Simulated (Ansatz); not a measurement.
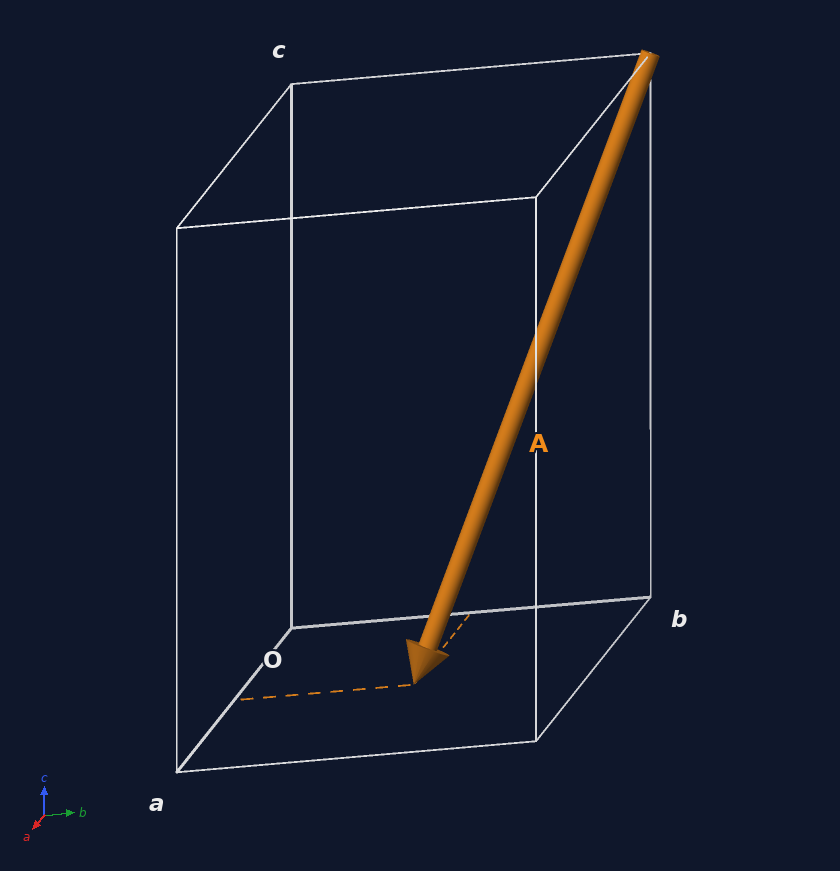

The arrow starts at a corner of the unit cell and ends on its surface; where a tip isn't a corner, dashed lines run from it parallel to the axes. Crystal: MgTe, coordinates from a relaxation at fixed volume with DFT r2SCAN, scalar-relativistic, plane waves, PAW (Ansatz 0.2.0). All values are computed from the atomic coordinates in the standard setting (tolerance 0.002 Å).

a = 4.531 Å, b = 4.531 Å, c = 7.377 Å, α = 90.00°, β = 90.00°, γ = 120.00°.

**Give [uvw] of the arrow.**

Arrow A runs from (0, 1, 1) to (1/2, 1/2, 0), so [1 −1 −2], in four indices [1 −1 0 −2].

**How long is the vector ua + vb + wc?**

16.712 Å.

**In P6_3mc, No. 186, how many directions are equivalent to A (Laue class 6/mmm, both senses counted)?**

12.
